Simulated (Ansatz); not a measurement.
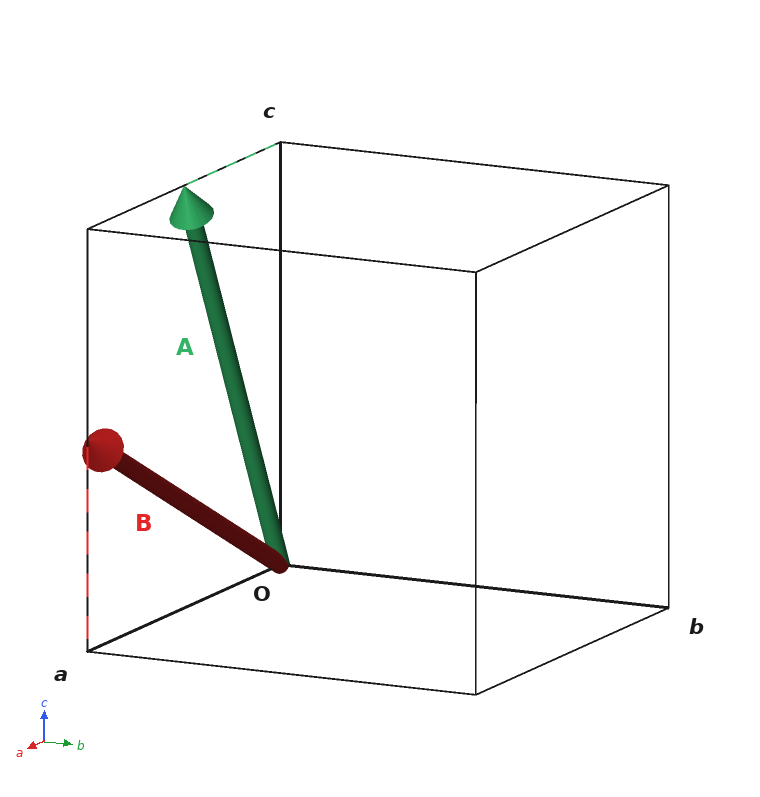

Crystal: Mn, the input geometry of an electronic-structure calculation (not necessarily at equilibrium); the starting structure was generated, so it need not be a known form of this composition. Each arrow starts at a corner of the unit cell and ends on its surface; where a tip isn't a corner, dashed lines run from it parallel to the axes. Geometry calculated from the standardised cell; symmetry tolerance 0.002 Å.

a = 2.900 Å, b = 2.900 Å, c = 2.900 Å, α = 90.00°, β = 90.00°, γ = 90.00°.

**Index the directions.**

Arrow A runs from (0, 0, 0) to (1/2, 0, 1), so [1 0 2]; Arrow B runs from (0, 0, 0) to (1, 0, 1/2), so [2 0 1].

**How long is the vector ua + vb + wc in each case, and what angles do the directions make?**

A 6.486 Å; B 6.486 Å. A–B: 36.9°.
